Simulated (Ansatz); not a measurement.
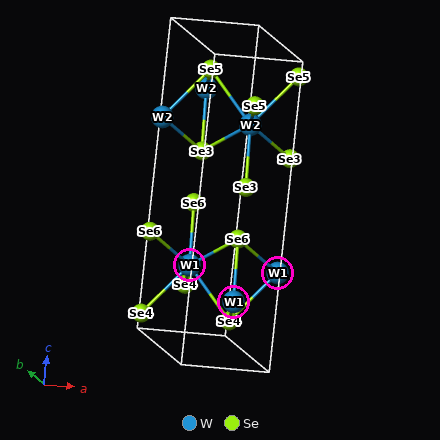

The system is WSe2 (P6_3/mmc, No. 194; 6 atoms in the cell); the picture shows the reference structure. 
- One atom moved over a plane, all else fixed (x along [1 0 0], y along [1 2 0], z along [0 0 1] of the conventional cell).
- The first coordinate is: shift of W1 along x; the second: shift of W1 along the Cartesian direction [1 2 0].
- Nothing is relaxed (all other atoms fixed).
- The grid has 7 × 7 points; 28 points were computed and 21 follow by symmetry.
- Points are written as (first, second).
- Energies are in eV per cell, from the lowest grid point.
- The band gap closes in part of the range.
- Method: DFT PBE+D3(BJ), scalar-relativistic, plane waves, PAW in Ansatz. Settings: cutoff 420 eV, k-mesh 9×9×2 in the order of the run's cell vectors, gaussian smearing 0.05 eV, no spin polarisation.

Its coordinates:

```yaml
crystal:
  lattice:
    - [3.27902, 0.00000, 0.00000]
    - [-1.63951, 2.83972, 0.00000]
    - [0.00000, 0.00000, 12.78790]
  atoms:
    - { symbol: W, position: [0.33333, 0.66667, 0.25000] }
    - { symbol: W, position: [0.66667, 0.33333, 0.75000] }
    - { symbol: Se, position: [0.33333, 0.66667, 0.61829] }
    - { symbol: Se, position: [0.66667, 0.33333, 0.11829] }
    - { symbol: Se, position: [0.33333, 0.66667, 0.88171] }
    - { symbol: Se, position: [0.66667, 0.33333, 0.38171] }
```

Range: shift of W1 along x from −0.84 to 0.84 Å; shift of W1 along the Cartesian direction [1 2 0] from −0.84 to 0.84 Å.

**What landscape does the calculation give?**

The lowest grid point is at (0.00 Å, 0.00 Å). It is the only kind of minimum in the scanned range. The highest grid point, (−0.84 Å, −0.84 Å), lies 11.6 eV above the lowest. Near the minimum the well is nearly round, with a curvature of about 19 eV/Å².

```
second ↓, first →  −0.84  −0.56  −0.28  0.00  0.28  0.56  0.84
             0.84    3.9    5.3    6.2   6.6   6.2   5.3   3.9
             0.56    3.5    3.5    3.1   3.0   3.1   3.5   3.5
             0.28    3.7    2.6    1.3   0.7   1.3   2.6   3.7
             0.00    4.6    2.5    0.7   0.0   0.7   2.5   4.6
            −0.28    6.9    3.7    1.5   0.7   1.5   3.7   6.9
            −0.56    9.8    5.3    2.9   2.2   2.9   5.3   9.8
            −0.84   11.6    6.5    4.0   3.4   4.0   6.5  11.6
```

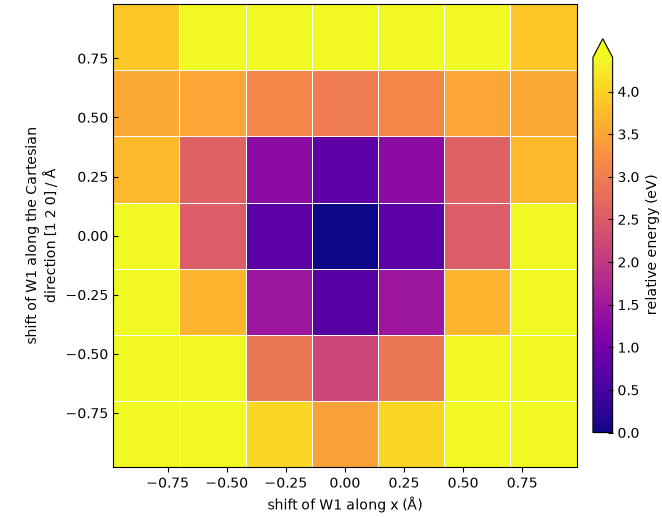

The picture shows one coloured cell a grid point, one colour for all values above the top of the scale.

Each point was launched as `ansatz run input.yaml --threads 2 --pin off --max-ram 4096MiB --backend cpu --events-out ev --progress --plain --runs-dir out`. Time for the 28 points that were run: 25 min on 2 threads of Arm Neoverse N1, on a shared host.

PAW datasets: the set soft_1.
